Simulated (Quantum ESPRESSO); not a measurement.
## Band-structure run, with input and output: SnSe (part 1 of 2)

The run: band-structure run of SnSe (2 atoms in the cell). Method and program: Kohn-Sham DFT of a periodic cell, PBE, spin-orbit coupling, PseudoDojo 0.4 FR PBE standard, no spin polarisation (Quantum ESPRESSO 7.5).

The structure derives from an entry of the Crystallography Open Database.

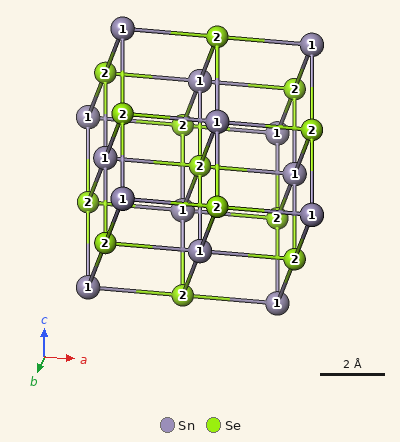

Figure 1. The structure as given in the input (ball-and-stick view of the cell 4 times as large as that of the calculation, set on its symmetry axes, seen at an oblique angle; atoms are numbered from 1 in the order of the input). An atom can appear more than once, as a periodic image.

## The input
```
&CONTROL
  calculation = 'scf'
  prefix = 'pwscf'
  outdir = './tmp'
  pseudo_dir = './pseudo'
  tprnfor = .true.
  tstress = .true.
  disk_io = 'low'
/
&SYSTEM
  ibrav = 0
  nat = 2
  ntyp = 2
  ecutwfc = 86
  nbnd = 44
  occupations = 'smearing'
  smearing = 'fd'
  degauss = 0.00367493
  noncolin = .true.
  lspinorb = .true.
/
&ELECTRONS
  conv_thr = 4d-10
  electron_maxstep = 120
  mixing_beta = 0.5
/
ATOMIC_SPECIES
Sn   118.7100 Sn.upf
Se    78.9710 Se.upf
CELL_PARAMETERS angstrom
   0.0000000000    3.0100000000    3.0100000000
   3.0100000000    0.0000000000    3.0100000000
   3.0100000000    3.0100000000    0.0000000000
ATOMIC_POSITIONS crystal
Sn     0.0000000000    0.0000000000    0.0000000000
Se     0.5000000000    0.5000000000    0.5000000000
K_POINTS automatic
8 8 8 0 0 0
```

## File bands.in
```
&CONTROL
  calculation = 'bands'
  prefix = 'pwscf'
  outdir = './tmp'
  pseudo_dir = './pseudo'
  disk_io = 'low'
  verbosity = 'high'
/
&SYSTEM
  ibrav = 0
  nat = 2
  ntyp = 2
  ecutwfc = 86
  nbnd = 44
  occupations = 'smearing'
  smearing = 'fd'
  degauss = 0.00367493
  noncolin = .true.
  lspinorb = .true.
/
&ELECTRONS
  conv_thr = 1d-08
  electron_maxstep = 120
  mixing_beta = 0.5
  diago_full_acc = .true.
/
ATOMIC_SPECIES
Sn   118.7100 Sn.upf
Se    78.9710 Se.upf
CELL_PARAMETERS angstrom
   0.0000000000    3.0100000000    3.0100000000
   3.0100000000    0.0000000000    3.0100000000
   3.0100000000    3.0100000000    0.0000000000
ATOMIC_POSITIONS crystal
Sn     0.0000000000    0.0000000000    0.0000000000
Se     0.5000000000    0.5000000000    0.5000000000
K_POINTS crystal
60
 0.0000000000  0.0000000000  0.0000000000 1
 0.0625000000  0.0000000000  0.0625000000 1
 0.1250000000  0.0000000000  0.1250000000 1
 0.1875000000  0.0000000000  0.1875000000 1
 0.2500000000  0.0000000000  0.2500000000 1
 0.3125000000  0.0000000000  0.3125000000 1
 0.3750000000  0.0000000000  0.3750000000 1
 0.4375000000  0.0000000000  0.4375000000 1
 0.5000000000  0.0000000000  0.5000000000 1
 0.5000000000  0.0625000000  0.5625000000 1
 0.5000000000  0.1250000000  0.6250000000 1
 0.5000000000  0.1875000000  0.6875000000 1
 0.5000000000  0.2500000000  0.7500000000 1
 0.4375000000  0.3125000000  0.7500000000 1
 0.3750000000  0.3750000000  0.7500000000 1
 0.3375000000  0.3375000000  0.6750000000 1
 0.3000000000  0.3000000000  0.6000000000 1
 0.2625000000  0.2625000000  0.5250000000 1
 0.2250000000  0.2250000000  0.4500000000 1
 0.1875000000  0.1875000000  0.3750000000 1
 0.1500000000  0.1500000000  0.3000000000 1
 0.1125000000  0.1125000000  0.2250000000 1
 0.0750000000  0.0750000000  0.1500000000 1
 0.0375000000  0.0375000000  0.0750000000 1
 0.0000000000  0.0000000000  0.0000000000 1
 0.0625000000  0.0625000000  0.0625000000 1
 0.1250000000  0.1250000000  0.1250000000 1
 0.1875000000  0.1875000000  0.1875000000 1
 0.2500000000  0.2500000000  0.2500000000 1
 0.3125000000  0.3125000000  0.3125000000 1
 0.3750000000  0.3750000000  0.3750000000 1
 0.4375000000  0.4375000000  0.4375000000 1
 0.5000000000  0.5000000000  0.5000000000 1
 0.5250000000  0.4500000000  0.5250000000 1
 0.5500000000  0.4000000000  0.5500000000 1
 0.5750000000  0.3500000000  0.5750000000 1
 0.6000000000  0.3000000000  0.6000000000 1
 0.6250000000  0.2500000000  0.6250000000 1
 0.5833333333  0.2500000000  0.6666666667 1
 0.5416666667  0.2500000000  0.7083333333 1
 0.5000000000  0.2500000000  0.7500000000 1
 0.5000000000  0.2857142857  0.7142857143 1
 0.5000000000  0.3214285714  0.6785714286 1
 0.5000000000  0.3571428571  0.6428571429 1
 0.5000000000  0.3928571429  0.6071428571 1
 0.5000000000  0.4285714286  0.5714285714 1
 0.5000000000  0.4642857143  0.5357142857 1
 0.5000000000  0.5000000000  0.5000000000 1
 0.4821428571  0.4821428571  0.5357142857 1
 0.4642857143  0.4642857143  0.5714285714 1
 0.4464285714  0.4464285714  0.6071428571 1
 0.4285714286  0.4285714286  0.6428571429 1
 0.4107142857  0.4107142857  0.6785714286 1
 0.3928571429  0.3928571429  0.7142857143 1
 0.3750000000  0.3750000000  0.7500000000 1
 0.6250000000  0.2500000000  0.6250000000 1
 0.5937500000  0.1875000000  0.5937500000 1
 0.5625000000  0.1250000000  0.5625000000 1
 0.5312500000  0.0625000000  0.5312500000 1
 0.5000000000  0.0000000000  0.5000000000 1
```

Machine: 1 thread of AMD EPYC (Zen 3), 24 GiB of memory available, shared host.

Command:
```bash
OMP_NUM_THREADS=1 pw.x -in pw.in > pw.out
OMP_NUM_THREADS=1 pw.x -in bands.in > bands.out
```

## Log
```
This program is part of the open-source Quantum ESPRESSO suite
     for quantum simulation of materials; please cite
         "P. Giannozzi et al., J. Phys.:Condens. Matter 21 395502 (2009);
         "P. Giannozzi et al., J. Phys.:Condens. Matter 29 465901 (2017);
         "P. Giannozzi et al., J. Chem. Phys. 152 154105 (2020);
          URL
     in publications or presentations arising from this work. More details at

     Message from routine setup:
     using ibrav=0 with symmetry is DISCOURAGED, use correct ibrav instead

     G-vector sticks info
     --------------------
     sticks:   dense  smooth     PW     G-vecs:    dense   smooth      PW
     Sum        1531    1531    439                39597    39597    6183

     Using Slab Decomposition

     bravais-lattice index     =            0
     lattice parameter (alat)  =       8.0442  a.u.
     unit-cell volume          =     368.0663 (a.u.)^3
     number of atoms/cell      =            2
     number of atomic types    =            2
     number of electrons       =        30.00
     number of Kohn-Sham states=           44
     kinetic-energy cutoff     =      86.0000  Ry
     charge density cutoff     =     344.0000  Ry
     scf convergence threshold =      4.0E-10
     mixing beta               =       0.5000
     number of iterations used =            8  plain     mixing
     Exchange-correlation= PBE
                           (   1   4   3   4   0   0   0)
     Non magnetic calculation with spin-orbit

     celldm(1)=   8.044154  celldm(2)=   0.000000  celldm(3)=   0.000000
     celldm(4)=   0.000000  celldm(5)=   0.000000  celldm(6)=   0.000000

     crystal axes: (cart. coord. in units of alat)
               a(1) = (   0.000000   0.707107   0.707107 )
               a(2) = (   0.707107   0.000000   0.707107 )
               a(3) = (   0.707107   0.707107   0.000000 )

     reciprocal axes: (cart. coord. in units 2 pi/alat)
               b(1) = ( -0.707107  0.707107  0.707107 )
               b(2) = (  0.707107 -0.707107  0.707107 )
               b(3) = (  0.707107  0.707107 -0.707107 )

     PseudoPot. # 1 for Sn read from file:
     Sn.upf
     Pseudo is Norm-conserving + core correction, Zval = 14.0
     Generated using ONCVPSP code by D. R. Hamann
     Using radial grid of 1668 points, 10 beta functions with:
                l(1) =   0
                l(2) =   0
                l(3) =   1
                l(4) =   1
                l(5) =   1
                l(6) =   1
                l(7) =   2
                l(8) =   2
                l(9) =   2
               l(10) =   2

     PseudoPot. # 2 for Se read from file:
     Se.upf
     Pseudo is Norm-conserving + core correction, Zval = 16.0
     Generated using ONCVPSP code by D. R. Hamann
     Using radial grid of 1214 points, 10 beta functions with:
                l(1) =   0
                l(2) =   0
                l(3) =   1
                l(4) =   1
                l(5) =   1
                l(6) =   1
                l(7) =   2
                l(8) =   2
                l(9) =   2
               l(10) =   2

     atomic species   valence    mass     pseudopotential
     Sn               14.00   118.71000     Sn( 1.00)
     Se               16.00    78.97100     Se( 1.00)

     48 Sym. Ops., with inversion, found

   Cartesian axes

     site n.     atom                  positions (alat units)
         1        Sn     tau(   1) = (   0.0000000   0.0000000   0.0000000  )
         2        Se     tau(   2) = (   0.7071068   0.7071068   0.7071068  )

     number of k points=    29  Fermi-Dirac smearing, width (Ry)=  0.0037
                       cart. coord. in units 2pi/alat
        k(    1) = (   0.0000000   0.0000000   0.0000000), wk =   0.0019531
        k(    2) = (   0.0883883   0.0883883  -0.0883883), wk =   0.0156250
        k(    3) = (   0.1767767   0.1767767  -0.1767767), wk =   0.0156250
        k(    4) = (   0.2651650   0.2651650  -0.2651650), wk =   0.0156250
        k(    5) = (  -0.3535534  -0.3535534   0.3535534), wk =   0.0078125
        k(    6) = (   0.1767767   0.0000000   0.0000000), wk =   0.0117188
        k(    7) = (   0.2651650   0.0883883  -0.0883883), wk =   0.0468750
        k(    8) = (   0.3535534   0.1767767  -0.1767767), wk =   0.0468750
        k(    9) = (  -0.2651650  -0.4419417   0.4419417), wk =   0.0468750
        k(   10) = (  -0.1767767  -0.3535534   0.3535534), wk =   0.0468750
        k(   11) = (  -0.0883883  -0.2651650   0.2651650), wk =   0.0468750
        k(   12) = (   0.0000000  -0.1767767   0.1767767), wk =   0.0234375
        k(   13) = (   0.3535534   0.0000000   0.0000000), wk =   0.0117188
        k(   14) = (   0.4419417   0.0883883  -0.0883883), wk =   0.0468750
        k(   15) = (  -0.1767767  -0.5303301   0.5303301), wk =   0.0468750
        k(   16) = (  -0.0883883  -0.4419417   0.4419417), wk =   0.0468750
        k(   17) = (   0.0000000  -0.3535534   0.3535534), wk =   0.0234375
        k(   18) = (   0.5303301  -0.0000000   0.0000000), wk =   0.0117188
        k(   19) = (  -0.0883883  -0.6187184   0.6187184), wk =   0.0468750
        k(   20) = (   0.0000000  -0.5303301   0.5303301), wk =   0.0234375
        k(   21) = (  -0.7071068   0.0000000   0.0000000), wk =   0.0058594
        k(   22) = (   0.3535534   0.1767767   0.0000000), wk =   0.0468750
        k(   23) = (  -0.2651650  -0.4419417   0.6187184), wk =   0.0937500
        k(   24) = (  -0.1767767  -0.3535534   0.5303301), wk =   0.0468750
        k(   25) = (  -0.1767767  -0.5303301   0.7071068), wk =   0.0468750
        k(   26) = (  -0.0883883  -0.4419417   0.6187184), wk =   0.0937500
        k(   27) = (   0.0000000  -0.3535534   0.5303301), wk =   0.0468750
        k(   28) = (  -0.7071068   0.1767767  -0.0000000), wk =   0.0234375
        k(   29) = (  -0.7071068   0.3535534   0.0000000), wk =   0.0117188

     Dense  grid:    39597 G-vectors     FFT dimensions: (  48,  48,  48)

     Initial potential from superposition of free atoms

     starting charge      29.9984, renormalised to      30.0000
     Starting wfcs are   36 randomized atomic wfcs +    8 random wfcs

     Self-consistent Calculation

     iteration #  1     ecut=    86.00 Ry     beta= 0.50
     Davidson diagonalization with overlap
     ethr =  1.00E-02,  avg # of iterations =  4.8

     Threshold (ethr) on eigenvalues was too large:
     Diagonalizing with lowered threshold

     Davidson diagonalization with overlap
     ethr =  1.65E-04,  avg # of iterations =  4.3

     total energy              =    -400.01802982 Ry
     estimated scf accuracy    <       0.04869920 Ry

     iteration #  2     ecut=    86.00 Ry     beta= 0.50
     Davidson diagonalization with overlap
     ethr =  1.62E-04,  avg # of iterations =  2.3

     total energy              =    -400.03011972 Ry
     estimated scf accuracy    <       0.00497122 Ry

     iteration #  3     ecut=    86.00 Ry     beta= 0.50
     Davidson diagonalization with overlap
     ethr =  1.66E-05,  avg # of iterations =  4.3

     total energy              =    -400.03109451 Ry
     estimated scf accuracy    <       0.00051129 Ry

     iteration #  4     ecut=    86.00 Ry     beta= 0.50
     Davidson diagonalization with overlap
     ethr =  1.70E-06,  avg # of iterations =  6.0

     total energy              =    -400.03113494 Ry
     estimated scf accuracy    <       0.00001673 Ry

     iteration #  5     ecut=    86.00 Ry     beta= 0.50
     Davidson diagonalization with overlap
     ethr =  5.58E-08,  avg # of iterations =  2.0

     total energy              =    -400.03113833 Ry
     estimated scf accuracy    <       0.00000201 Ry

     iteration #  6     ecut=    86.00 Ry     beta= 0.50
     Davidson diagonalization with overlap
     ethr =  6.71E-09,  avg # of iterations =  2.0

     total energy              =    -400.03113864 Ry
     estimated scf accuracy    <       0.00000004 Ry

     iteration #  7     ecut=    86.00 Ry     beta= 0.50
     Davidson diagonalization with overlap
     ethr =  1.42E-10,  avg # of iterations =  2.3

     total energy              =    -400.03113866 Ry
     estimated scf accuracy    <          2.7E-09 Ry

     iteration #  8     ecut=    86.00 Ry     beta= 0.50
     Davidson diagonalization with overlap
     ethr =  8.84E-12,  avg # of iterations =  2.9

     total energy              =    -400.03113866 Ry
     estimated scf accuracy    <          1.4E-09 Ry

     iteration #  9     ecut=    86.00 Ry     beta= 0.50
     Davidson diagonalization with overlap
     ethr =  4.65E-12,  avg # of iterations =  2.0

     End of self-consistent calculation

          k = 0.0000 0.0000 0.0000 (  4957 PWs)   bands (ev):

   -38.7711 -38.7711 -38.7711 -38.7711 -37.8772 -37.8772 -37.8772 -37.8772
   -37.8768 -37.8768 -12.7282 -12.7282 -12.7282 -12.7282 -11.6920 -11.6920
   -11.6895 -11.6895 -11.6895 -11.6895  -4.3945  -4.3945   4.4132   4.4132
     6.9921   6.9921   7.4311   7.4311   7.4311   7.4311  13.2555  13.2555
    14.0515  14.0515  14.0515  14.0515  15.3382  15.3382  15.3382  15.3382
    15.3805  15.3805  17.6497  17.6498

          k = 0.0884 0.0884-0.0884 (  4969 PWs)   bands (ev):

   -38.7711 -38.7711 -38.7711 -38.7711 -37.8772 -37.8772 -37.8772 -37.8772
   -37.8768 -37.8768 -12.7283 -12.7283 -12.7274 -12.7274 -11.6912 -11.6912
   -11.6900 -11.6900 -11.6886 -11.6886  -4.2857  -4.2857   3.8321   3.8321
     7.1037   7.1037   7.4466   7.4466   7.8002   7.8002  12.5715  12.5715
    13.1716  13.1716  13.2798  13.2798  15.3441  15.3441  15.7173  15.7173
    15.7358  15.7358  18.6407  18.6407

          k = 0.1768 0.1768-0.1768 (  4939 PWs)   bands (ev):

   -38.7711 -38.7711 -38.7711 -38.7711 -37.8772 -37.8772 -37.8772 -37.8772
   -37.8768 -37.8768 -12.7286 -12.7286 -12.7256 -12.7256 -11.6931 -11.6931
   -11.6877 -11.6877 -11.6865 -11.6865  -3.9929  -3.9929   2.7515   2.7515
     7.2118   7.2118   7.5025   7.5025   8.5092   8.5092  11.4318  11.4318
    11.9020  11.9020  12.1066  12.1066  15.6513  15.6513  16.6935  16.6935
    16.6969  16.6969  20.7281  20.7281

          k = 0.2652 0.2652-0.2652 (  4958 PWs)   bands (ev):

   -38.7711 -38.7711 -38.7711 -38.7711 -37.8772 -37.8772 -37.8772 -37.8772
   -37.8768 -37.8768 -12.7289 -12.7289 -12.7237 -12.7237 -11.6954 -11.6954
   -11.6849 -11.6849 -11.6843 -11.6843  -3.6396  -3.6396   1.8160   1.8160
     7.3318   7.3318   7.5927   7.5927   9.0916   9.0916  10.5151  10.5151
    10.9452  10.9452  11.2368  11.2368  16.6693  16.6693  18.1825  18.1825
    18.1996  18.1996  20.9276  20.9276

          k =-0.3536-0.3536 0.3536 (  4940 PWs)   bands (ev):
```
